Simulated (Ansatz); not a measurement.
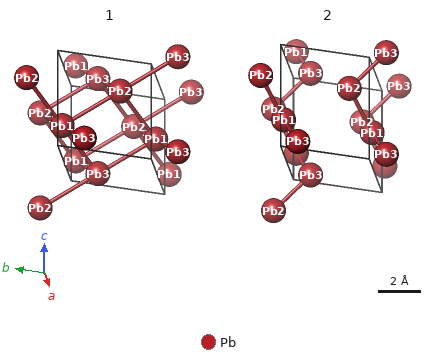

Two geometries of solid Pb (built on the trigonal selenium_152 type) (coarse preliminary run), drawn at one scale. One is the start of a relaxation, the other its converged end. A ball-and-stick model of the cell of the calculation, seen from a free direction.

All numbers below come from Ansatz 0.2.0, DFT r2SCAN, scalar-relativistic, plane waves, PAW. Set-up: plane-wave cutoff 500 eV; k-point mesh 6 × 6 × 4; occupations gaussian; smearing width 0.1 eV; no spin polarisation; cell and atoms relaxed; force threshold 0.04 eV/Å; at most 70 steps.

Q: Which of the two is the end point?

A: Structure 1 is the relaxed one. Case: trigonal selenium type (P3_121, No. 152). The largest moves relative to the cell, 0.52 Å, are those of Pb1, Pb2 and Pb3. Pb2 goes along +b. The volume changes by +4.2 %, with a = b 4.590 → 4.848 Å (+5.6 %), c 5.208 → 4.867 Å (−6.5 %). Some distances before and after: Pb1–Pb2 2.495 → 3.229 Å, Pb1–Pb2 (another image) 3.612 → 3.238 Å. Bond angles that change, for instance: Pb2–Pb1–Pb3 103.1° → 83.0°. The space group stays P3_121 (No. 152). After 5 accepted moves (7 points after the start) the energy has fallen by 1180 meV per atom. The largest force component goes from 6.9 to 0.0048 eV/Å. Pressure: 20.96 GPa at the start and 0.03 GPa at the end. The line search rejected the trial step at point 5 of the run. The SCF was repeated once at an unchanged geometry on a basis and grid sized afresh for the cell, which shifted the energy by 0.1 meV per atom at most. The run took of the order of 2.6 core-minutes on a shared host.
